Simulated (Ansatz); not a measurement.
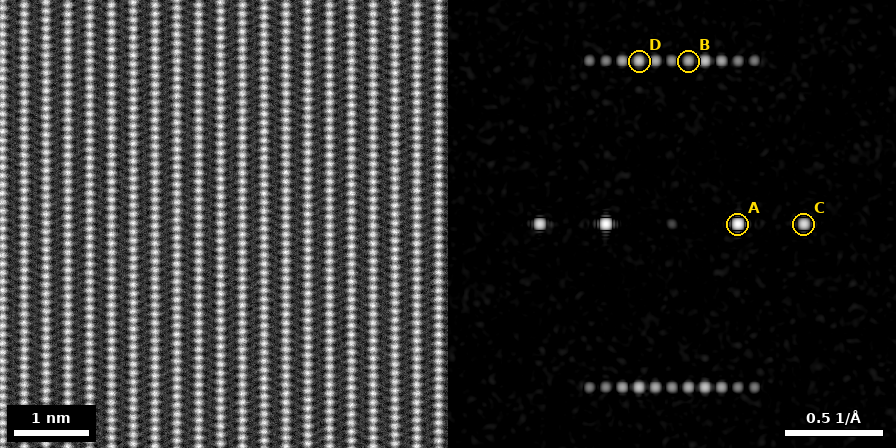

HRTEM-like image of a crystal. Simulated in the weak-phase-object approximation with neutral-atom potentials: 200 kV, Cs = −40 µm, defocus +120 Å (negative is underfocus), defocus spread 12 Å, aperture 0.96 1/Å. Shot noise was added.

The right panel is the modulus of the image's Fourier transform on a logarithmic scale.

Which lattice spacings do the marked spots stand for, and what angle do A and B enclose?

A: 2.9 Å, B: 1.2 Å, C: 1.5 Å, D: 1.2 Å; A and B enclose about 84°.

The crystal is Gd (P6_3/mmc, No. 194) along [310]; the spots are (004), (1 -3 1), (008) and (1 -3 -2). Atomic positions: coordinates from a relaxation with Ansatz, DFT PBE, scalar-relativistic, plane waves, PAW; the starting structure was generated, so it need not be a known form of this composition.
